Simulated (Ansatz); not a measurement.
V₄Bi₄O₁₅ (charge +2): nudged elastic band (part 3 of 3)

The same run, continued: V₄Bi₄O₁₅ (defect cell, 23 atoms in the cell, total charge +2); DFT PBE, scalar-relativistic, plane waves, PAW, no spin polarisation (Ansatz 0.2.0); cutoff 420 eV, 2×2×2 k-mesh, Gaussian smearing of 0.02 eV. The structure derives from a Materials Project entry.

Geometry of the input (Å; fractional positions):
```
-2.5835  -2.5835  5.8875
-2.5835  -2.5835  -5.8875
5.1669  -5.1669  0.0000
V  0.0063  -0.0805  0.4194
V  0.4884  0.5042  0.0121
V  0.4881  0.0101  0.7475
V  -0.0153  0.4834  0.2774
Bi -0.0080  0.0199  -0.0192
Bi 0.4565  0.4915  0.5253
Bi 0.5159  -0.0027  0.2437
Bi -0.0232  0.5305  0.7865
O  1.2324  0.1193  0.4984
O  0.4491  0.6412  0.1928
O  0.2234  0.8769  0.8370
O  0.7214  0.3720  0.3296
O  0.5920  0.2824  0.7116
O  0.0989  0.7810  0.2587
O  0.8607  0.0073  0.2721
O  0.3470  0.5117  0.8151
O  0.6534  0.9936  0.9189
O  0.1087  0.4500  0.4689
O  0.8616  0.7519  0.5896
O  0.3773  0.2410  0.0794
O  0.5072  0.8846  0.5477
O  0.0121  0.3785  0.0703
O  0.7744  0.6367  0.9725
```

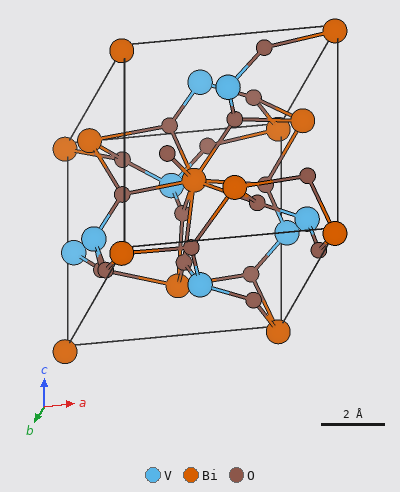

Fig. 1: The starting structure (ball-and-stick view of the cell of the calculation, seen at an oblique angle).

### Output, continued
```
  k-point 3: bands = ["-56.5984", "-56.4242", "-56.1772", "-56.1415", "-30.5876", "-30.5038", "-30.4101", "-30.4014", "-30.3546", "-30.2501", "-30.1308", "-30.0894", "-30.0858", "-30.0582", "-30.0546", "-30.0073", "-14.0494", "-13.9894", "-13.9100", "-13.8933", "-13.8816", "-13.8716", "-13.8596", "-13.8401", "-13.8326", "-13.8312", "-13.8208", "-13.8147", "-13.8022", "-13.7927", "-13.7898", "-13.7801", "-13.7475", "-13.7407", "-13.7308", "-13.7187", "-9.8919", "-9.5250", "-9.1743", "-9.0174", "-8.9242", "-8.7851", "-8.7196", "-8.6506", "-8.5693", "-8.5250", "-8.4541", "-8.4293", "-8.2948", "-8.2484", "-8.1606", "-1.4190", "-1.2708", "-0.9318", "-0.7658", "3.0774", "3.1519", "3.2151", "3.4150", "3.5255", "3.6070", "3.8027", "3.8965", "3.9655", "4.0115", "4.2165", "4.3401", "4.5123", "4.6275", "4.6920", "4.7558", "4.8352", "4.9590", "4.9963", "5.0225", "5.1085", "5.1705", "5.3450", "5.3784", "5.4980", "5.5627", "5.7164", "5.7748", "5.8456", "6.0058", "6.1058", "6.1952", "6.2985", "6.4253", "6.5367", "6.6919", "6.7639", "6.7970", "6.9049", "6.9843", "7.1218", "7.2485", "7.3096", "7.5105", "7.5975", "10.0154", "10.3022", "10.5297", "10.6412", "10.7498", "10.8833", "11.0312", "11.1495", "11.2214", "11.3355", "11.5541", "11.7614", "11.9312", "12.0290", "12.1490", "12.2145", "12.3400", "12.5585", "12.7109", "12.8092", "12.9555", "13.1117", "13.3382"]
this run last wrote the band of iteration 19 to [file]; this run last wrote the band within `neb.f_tol` of iteration 15 to [file]
--- NEB band (7 images, 19 band iterations, 900 SCF iterations) ---
  forward barrier  = 0.626115 eV
  backward barrier = 0.455333 eV
  lagrangian_above_aufbau_ev (what the smearing adds, to first order; not taken off the barriers): saddle image +0.000000 eV, end points +0.000000 and +0.000000 eV
  climbing image's point = of an order that was not read
  energies are F+E_penalty+E_count in eV, relative to image 0
  image     s (Å)  Δ vs image 0  max|band force component| (eV/Å)
      0    0.0000      0.000000                                 —
      1    0.6464      0.101710                          2.823e-2
      2    1.2927      0.298209                          4.286e-2
  *   3    1.9391      0.626115                          2.979e-2
      4    2.7321      0.418673                          4.519e-2
      5    3.5251      0.280415                          2.036e-2
      6    4.3182      0.170782                                 —
  climbing-image geometry (image 3):
  cell:  # Å, volume = 314.3596 Å³
    - [-2.5834678445, -2.5834678445, 5.8874966706]
    - [-2.5834678445, -2.5834678445, -5.8874966706]
    - [5.166935689, -5.166935689, 0.0]
  atoms:
    - { symbol: V, position: [0.03519232409099973, 0.01667918731228321, 0.42179869227045164] }
    - { symbol: V, position: [0.4900405662522913, 0.49893723173515525, 0.0018375207094404877] }
    - { symbol: V, position: [0.4868692260470994, 0.005081546624040367, 0.7407154239480729] }
    - { symbol: V, position: [-0.00527576636790042, 0.4776775537267045, 0.2867281867620563] }
    - { symbol: Bi, position: [-0.023287903716976928, 0.00425149367086429, -0.05562356633571271] }
    - { symbol: Bi, position: [0.4720129915666603, 0.4846061998660257, 0.514554579282564] }
    - { symbol: Bi, position: [0.49802055615652074, -0.011668354428640032, 0.2515177297995758] }
    - { symbol: Bi, position: [-0.005645041324487843, 0.5242794896703767, 0.7938075508486055] }
    - { symbol: O, position: [1.3152116100102074, 0.13096495491788585, 0.4430490502476242] }
    - { symbol: O, position: [0.43887556023296204, 0.6210982723257547, 0.18759562033610225] }
    - { symbol: O, position: [0.22244643840054618, 0.8685109961502306, 0.8380355643103335] }
    - { symbol: O, position: [0.7347026486426034, 0.37003266981353394, 0.3437013739625572] }
    - { symbol: O, position: [0.598197892233847, 0.2788409442090253, 0.710512224395211] }
    - { symbol: O, position: [0.09429985159445547, 0.7554386685782588, 0.31660058822143694] }
    - { symbol: O, position: [0.8589857328593713, -0.019834761325171535, 0.24234584187678287] }
    - { symbol: O, position: [0.33203242523692567, 0.48933086340972654, 0.8067480625207335] }
    - { symbol: O, position: [0.6448151103745262, 0.9767283187372887, 0.9075625604581141] }
    - { symbol: O, position: [0.10011249921285084, 0.34319266259910075, 0.4449338270665232] }
    - { symbol: O, position: [0.9087107351441376, 0.9107398111093713, 0.6135267283000365] }
    - { symbol: O, position: [0.403486966737762, 0.2425892680768214, 0.06582245400384676] }
    - { symbol: O, position: [0.49805502902848786, 0.8697705449013066, 0.5441355746373467] }
    - { symbol: O, position: [-0.000607905639620071, 0.394855740198764, 0.0626214285858216] }
    - { symbol: O, position: [0.7781791986267312, 0.6433274436212935, 0.9483434701924763] }
```

### The last band as extended XYZ (Å, eV, eV/Å)
```
23
Lattice="-2.5835 -2.5835 5.8875 -2.5835 -2.5835 -5.8875 5.1669 -5.1669 0.0000" Properties=species:S:1:pos:R:3:forces:R:3 image=0 energy=-69773.92899
V     2.3589   -1.9756    0.5106    0.0030   0.0044  -0.0088
V    -2.5019   -2.6266   -0.0929   -0.0077  -0.0052   0.0030
V     2.5753   -5.1494    2.8143    0.0130  -0.0010  -0.0027
V     0.2242   -2.6426   -2.9362   -0.0016   0.0007  -0.0017
Bi   -0.1301    0.0682   -0.1642    0.0030   0.0069   0.0037
Bi    0.2650   -5.1635   -0.2058   -0.0038  -0.0035  -0.0036
Bi   -0.0664   -2.5852    3.0533    0.0050   0.0048  -0.0013
Bi    2.7531   -5.3743   -3.2598    0.0073  -0.0011   0.0022
O    -0.9166   -6.0674    6.5538   -0.0011   0.0008  -0.0012
O    -1.8206   -3.8131   -1.1307    0.0028  -0.0060  -0.0036
O     1.4824   -7.1673   -3.8474   -0.0009  -0.0020   0.0014
O    -1.1217   -4.5277    2.0572   -0.0037  -0.0032   0.0015
O     1.4177   -5.9357    1.8223   -0.0028   0.0031  -0.0011
O    -0.9364   -3.6099   -4.0161   -0.0025  -0.0019  -0.0027
O    -0.8366   -3.6483    5.0242    0.0046  -0.0069   0.0074
O     1.9931   -6.4298   -0.9699   -0.0005   0.0063  -0.0038
O     0.4927   -9.0029   -2.0026   -0.0018  -0.0025   0.0043
O     0.9795   -3.8661   -2.0090    0.0002   0.0041   0.0024
O    -1.1219   -7.2150    0.6454   -0.0135  -0.0010  -0.0014
O    -1.1872   -2.0074    0.8024    0.0091   0.0028   0.0042
O    -0.7656   -6.4258   -2.2223   -0.0044   0.0067   0.0055
O    -0.6455   -1.3724   -2.1571   -0.0021  -0.0044  -0.0058
O     1.3792   -8.6701    0.8105   -0.0017  -0.0017   0.0020
23
Lattice="-2.5835 -2.5835 5.8875 -2.5835 -2.5835 -5.8875 5.1669 -5.1669 0.0000" Properties=species:S:1:pos:R:3:forces:R:3 image=1 energy=-69773.82728
V     2.2636   -2.0175    0.4800    0.0306   0.0301   0.0490
V    -2.5086   -2.6052   -0.0827   -0.0215   0.0082   0.0058
V     2.5736   -5.1376    2.8076    0.0043   0.0056  -0.0117
V     0.2718   -2.6479   -2.8678    0.0006  -0.0184  -0.0323
Bi   -0.1539    0.2389   -0.1743    0.0171  -0.0345   0.0188
Bi    0.2321   -5.1670   -0.1906   -0.0009  -0.0116  -0.0203
Bi   -0.0349   -2.5995    3.0364   -0.0033   0.0070   0.0054
Bi    2.7634   -5.4314   -3.1685   -0.0215   0.0080  -0.0425
O    -1.2205   -5.9982    6.6692    0.0804  -0.0033  -0.0424
O    -1.7897   -3.7871   -1.1025    0.0025  -0.0220  -0.0141
O     1.5057   -7.1710   -3.8265   -0.0242  -0.0142  -0.0013
O    -1.0635   -4.5709    2.1160   -0.0274  -0.0035  -0.0052
O     1.4319   -5.9331    1.8256   -0.0025  -0.0065   0.0018
O    -0.7929   -3.6251   -3.9678   -0.0851   0.0470   0.0054
O    -0.8998   -3.5958    5.0416    0.0073  -0.0189  -0.0122
O     2.0258   -6.3724   -0.9751   -0.0099  -0.0268   0.0020
O     0.5068   -8.9564   -1.9856   -0.0025  -0.0183   0.0084
O     1.0314   -3.8279   -1.8766   -0.0285  -0.0484  -0.0635
O    -1.2650   -7.5016    0.3988    0.0584   0.1070   0.1061
O    -1.2643   -2.0132    0.8758    0.0148   0.0009  -0.0210
O    -0.7510   -6.3934   -2.2454   -0.0173  -0.0009   0.0062
O    -0.6625   -1.3470   -2.1992    0.0008   0.0198   0.0463
O     1.3379   -8.6520    0.7984    0.0278  -0.0064   0.0115
23
Lattice="-2.5835 -2.5835 5.8875 -2.5835 -2.5835 -5.8875 5.1669 -5.1669 0.0000" Properties=species:S:1:pos:R:3:forces:R:3 image=2 energy=-69773.63078
V     2.1792   -2.1073    0.3931    0.1075   0.1387   0.2539
V    -2.5320   -2.5826   -0.0626   -0.0243   0.0023   0.0093
V     2.5734   -5.1166    2.8238    0.0387  -0.0280  -0.0137
V     0.2978   -2.6690   -2.8383    0.0259   0.0307  -0.0207
Bi   -0.2208    0.3289   -0.1674    0.0027   0.0122   0.0426
Bi    0.2103   -5.1345   -0.1556   -0.0119  -0.0006  -0.0490
Bi   -0.0209   -2.6043    3.0311   -0.0461  -0.0203   0.0416
Bi    2.7735   -5.4442   -3.1086   -0.0106  -0.0154  -0.0242
O    -1.4188   -5.9741    6.7926    0.0131   0.0566  -0.1364
O    -1.7784   -3.7482   -1.0735    0.0025  -0.0475  -0.0087
O     1.5227   -7.1551   -3.8056   -0.0185   0.0006   0.0040
O    -1.0364   -4.5827    2.1581    0.0057   0.0166   0.0192
O     1.4333   -5.9130    1.8470    0.0078   0.0303  -0.0029
O    -0.6004   -3.7382   -3.9564   -0.0597   0.0667  -0.0238
O    -0.9330   -3.5318    5.0805   -0.0255  -0.0812  -0.0665
O     2.0437   -6.3192   -0.9543   -0.0069  -0.0225  -0.0083
O     0.5120   -8.9216   -1.9714    0.0083  -0.0316   0.0107
O     1.0903   -3.6932   -1.6979   -0.0510  -0.1834  -0.1871
O    -1.4332   -7.7789    0.1162    0.0611   0.0687   0.0834
O    -1.3232   -2.0114    0.9346   -0.0238   0.0002  -0.0031
O    -0.7292   -6.3581   -2.2328   -0.0311   0.0191  -0.0190
O    -0.6803   -1.3533   -2.2552    0.0009   0.0023   0.0787
O     1.2737   -8.6083    0.7960    0.0352  -0.0146   0.0199
23
Lattice="-2.5835 -2.5835 5.8875 -2.5835 -2.5835 -5.8875 5.1669 -5.1669 0.0000" Properties=species:S:1:pos:R:3:forces:R:3 image=3 energy=-69773.30288
V     2.0454   -2.3134    0.1090   -0.0118  -0.0108   0.0042
V    -2.5455   -2.5645   -0.0524   -0.0046   0.0299   0.0034
V     2.5563   -5.0982    2.8365   -0.0075  -0.0092  -0.0128
V     0.2611   -2.7019   -2.8434    0.0149   0.0027   0.0045
Bi   -0.2382    0.3366   -0.1621   -0.0072  -0.0068  -0.0111
Bi    0.1873   -5.1301   -0.0741    0.0037   0.0072  -0.0004
Bi    0.0431   -2.5561    3.0008    0.0028   0.0043  -0.0022
Bi    2.7617   -5.4414   -3.1199   -0.0008   0.0062   0.0077
O    -1.4469   -6.0254    6.9722    0.0090  -0.0062  -0.0002
O    -1.7691   -3.7077   -1.0728    0.0105  -0.0115  -0.0074
O     1.5116   -7.1485   -3.8037   -0.0018  -0.0064   0.0019
O    -1.0782   -4.6299    2.1470   -0.0062  -0.0071  -0.0015
O     1.4054   -5.9370    1.8802    0.0043   0.0005   0.0049
O    -0.5594   -3.8311   -3.8925   -0.0125  -0.0060  -0.0054
O    -0.9157   -3.4201    5.1741    0.0051   0.0020  -0.0021
O     2.0465   -6.2904   -0.9261    0.0035  -0.0071   0.0060
O     0.5001   -8.8785   -1.9541    0.0039   0.0076   0.0012
O     1.1537   -3.4442   -1.4311   -0.0016   0.0063   0.0009
O    -1.5304   -7.8705   -0.0119    0.0021   0.0055   0.0025
O    -1.3290   -2.0092    0.9473   -0.0078  -0.0034  -0.0076
O    -0.7222   -6.3452   -2.1885   -0.0003   0.0034   0.0070
O    -0.6950   -1.3421   -2.3283    0.0013   0.0012   0.0025
O     1.2276   -8.5724    0.7939    0.0009  -0.0023   0.0039
23
Lattice="-2.5835 -2.5835 5.8875 -2.5835 -2.5835 -5.8875 5.1669 -5.1669 0.0000" Properties=species:S:1:pos:R:3:forces:R:3 image=4 energy=-69773.51032
V     2.0043   -2.5700   -0.2664   -0.0151  -0.0524  -0.0787
V    -2.5412   -2.5416    0.0113    0.0039   0.0244   0.0071
V     2.5678   -5.0957    2.8935   -0.0237  -0.0456   0.0062
V     0.1910   -2.6127   -2.8514   -0.0060   0.0391  -0.0031
Bi   -0.1602    0.3227   -0.0706    0.0174  -0.0154  -0.0047
Bi    0.0798   -5.1603    0.0486   -0.0215  -0.0075   0.0227
Bi    0.0825   -2.4658    3.0029    0.0061   0.0141  -0.0028
Bi    2.7206   -5.4266   -3.0255    0.0108   0.0297   0.0377
O    -1.4995   -5.9212    6.8807   -0.0040   0.0247  -0.0279
O    -1.7258   -3.7122   -0.9752    0.0262  -0.0071   0.0182
O     1.5091   -7.1280   -3.7580    0.0051  -0.0015  -0.0032
O    -1.1686   -4.6234    2.0295   -0.0274  -0.0073  -0.0272
O     1.3702   -5.8757    1.9391    0.0066   0.0220   0.0234
O    -0.8026   -3.6389   -3.7251   -0.0579   0.0358   0.0251
O    -0.8211   -3.5224    5.1976    0.0293  -0.0267   0.0011
O     2.0388   -6.3050   -0.8857    0.0041  -0.0114   0.0161
O     0.5333   -8.8837   -1.9099    0.0142   0.0076   0.0077
O     1.1977   -3.5606   -1.5985    0.0087  -0.0351  -0.0480
O    -1.5378   -8.0666   -0.1096    0.0068  -0.0504  -0.0318
O    -1.3617   -1.9481    1.0299   -0.0126   0.0108   0.0110
O    -0.7084   -6.3218   -2.1784    0.0078   0.0159   0.0099
O    -0.6721   -1.2391   -2.2359    0.0142   0.0280   0.0223
O     1.2401   -8.5290    0.8637    0.0069   0.0083   0.0189
23
Lattice="-2.5835 -2.5835 5.8875 -2.5835 -2.5835 -5.8875 5.1669 -5.1669 0.0000" Properties=species:S:1:pos:R:3:forces:R:3 image=5 energy=-69773.64858
V     1.9813   -2.7116   -0.3963   -0.0181  -0.0452  -0.0236
V    -2.5429   -2.5126    0.0494    0.0027   0.0136   0.0007
V     2.6145   -5.0667    2.9841    0.0328   0.0249   0.0096
V     0.0744   -2.5762   -2.8692   -0.0339   0.0024  -0.0091
Bi   -0.0590    0.2766    0.0376    0.0233  -0.0152   0.0444
Bi    0.0068   -5.1574    0.0627   -0.0146   0.0077  -0.0131
Bi    0.0526   -2.4586    3.0756    0.0053   0.0135   0.0107
Bi    2.7310   -5.3436   -2.9333    0.0043  -0.0004   0.0163
O    -1.4869   -5.9021    6.8374    0.0141   0.0072  -0.0222
O    -1.7147   -3.7343   -0.9085    0.0128  -0.0187   0.0132
O     1.4734   -7.0094   -3.7612   -0.0136   0.0301  -0.0004
O    -1.2752   -4.6494    1.9946   -0.0211  -0.0103  -0.0155
O     1.3817   -5.8143    2.0754   -0.0011   0.0118   0.0319
O    -1.0654   -3.4608   -3.7321   -0.0542   0.0424  -0.0022
O    -0.6924   -3.6297    5.1723    0.0329  -0.0257  -0.0043
O     2.0443   -6.2946   -0.8500    0.0039   0.0021   0.0075
O     0.6896   -8.8692   -1.8649    0.0479  -0.0050   0.0096
O     1.0381   -3.6289   -1.6825   -0.0384  -0.0189  -0.0248
O    -1.6066   -8.4166   -0.4213   -0.0099  -0.0904  -0.0841
O    -1.3762   -1.9097    1.0763   -0.0042   0.0092   0.0076
O    -0.6517   -6.2681   -2.0956    0.0198   0.0153   0.0188
O    -0.6412   -1.1668   -2.1605    0.0073   0.0207   0.0167
O     1.2272   -8.4266    0.9234    0.0019   0.0290   0.0124
23
Lattice="-2.5835 -2.5835 5.8875 -2.5835 -2.5835 -5.8875 5.1669 -5.1669 0.0000" Properties=species:S:1:pos:R:3:forces:R:3 image=6 energy=-69773.75821
V     1.9811   -2.8321   -0.4634   -0.0171   0.0177   0.0070
V    -2.5527   -2.4882    0.0731    0.0089  -0.0024  -0.0082
V     2.6640   -5.0075    3.0294   -0.0022  -0.0016  -0.0024
V    -0.0292   -2.5548   -2.8725    0.0073  -0.0157  -0.0110
Bi   -0.0440    0.2303    0.2055    0.0029  -0.0087   0.0075
Bi   -0.0619   -5.1725    0.0488   -0.0025   0.0064   0.0104
Bi   -0.0145   -2.4367    3.1719    0.0038   0.0053  -0.0080
Bi    2.8201   -5.1782   -2.8503    0.0036  -0.0026   0.0017
O    -1.4328   -5.9260    6.8138    0.0061   0.0037   0.0033
O    -1.7253   -3.7694   -0.8600   -0.0045   0.0070   0.0017
O     1.4038   -6.8450   -3.8050   -0.0030  -0.0018   0.0019
O    -1.4052   -4.7111    1.9399   -0.0020  -0.0005   0.0026
O     1.4014   -5.7799    2.1745    0.0071   0.0074   0.0100
O    -1.3034   -3.3387   -3.6838   -0.0046  -0.0034   0.0007
O    -0.5682   -3.7352    5.2256   -0.0031  -0.0035  -0.0021
O     2.0444   -6.3166   -0.8427   -0.0041  -0.0073  -0.0014
O     0.8343   -8.8043   -1.8698   -0.0090   0.0090  -0.0027
O     0.9080   -3.6412   -1.7176   -0.0034  -0.0016  -0.0047
O    -1.7027   -8.7941   -0.7291    0.0142  -0.0041  -0.0023
O    -1.3588   -1.8546    1.0768    0.0039   0.0008   0.0016
O    -0.6255   -6.2472   -1.9996    0.0035  -0.0182  -0.0116
O    -0.5746   -1.1025   -2.1159   -0.0005   0.0141   0.0090
O     1.2107   -8.3294    0.9704   -0.0054  -0.0002  -0.0032
```

### Summary

| quantity | value |
| --- | --- |
| outcome | converged |
| barrier, forward | 0.626 eV |
| barrier, backward | 0.455 eV |
| electrons treated | 200 |
| hardware | 4 threads of Intel Xeon @ 2.50GHz (Skylake/Cascade Lake), 64 GiB of memory available, shared host |
| wall time | 10 min (CPU time 32 min) |
| peak memory | 1.6 GiB |

Spin–orbit coupling is left out, which matters for Bi. The order of the saddle point was not checked.
